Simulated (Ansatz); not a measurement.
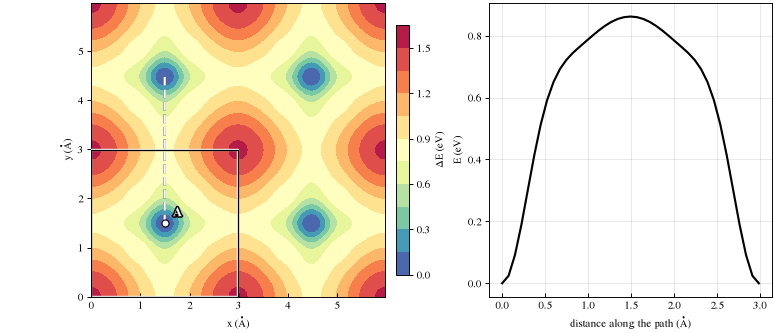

S on a Ta(100) slab cut from the Fm-3m phase, its upper half relaxed before the scan (3 atoms of substrate and one adsorbate in a 1 × 1 cell). S is moved over the surface cell; relaxed at each place: the height of the adsorbate's atoms; substrate rigid; the origin of the map has the adsorbate above Ta3. Places are given modulo a cell vector. The map is drawn in real space over the plane of the surface. Grid: 6 × 6 points; 10 points were computed and 26 follow by symmetry. All energies are given in eV relative to the lowest grid point. With one adsorbate in each 1 × 1 cell, its nearest image is 3.0 Å away, so neighbouring adsorbates interact. Computed with DFT PBE, scalar-relativistic, plane waves, PAW in Ansatz. Settings: cutoff 420 eV, k-mesh 9×9×1, gaussian smearing 0.1 eV, no spin polarisation.

In the figure: filled contours, a line along the lowest path, the outline of one cell of the 2 × 2 shown, the energy along the path at the right, the start A. Between grid points the surface is interpolated.

> Describe the path and its barrier.

The easiest path leads from the well at a fourfold hollow over a second-layer Ta atom, (3/6, 3/6) of the cell vectors to its copy one period on. Its highest point lies about 0.86 eV above the bottom of the first well on the interpolated surface, at a bridge site between two Ta atoms, (3/6, 0/6) of the cell vectors. This is the barrier on the constrained surface; relaxing the other coordinates would change it.

PAW datasets: the set soft_1.
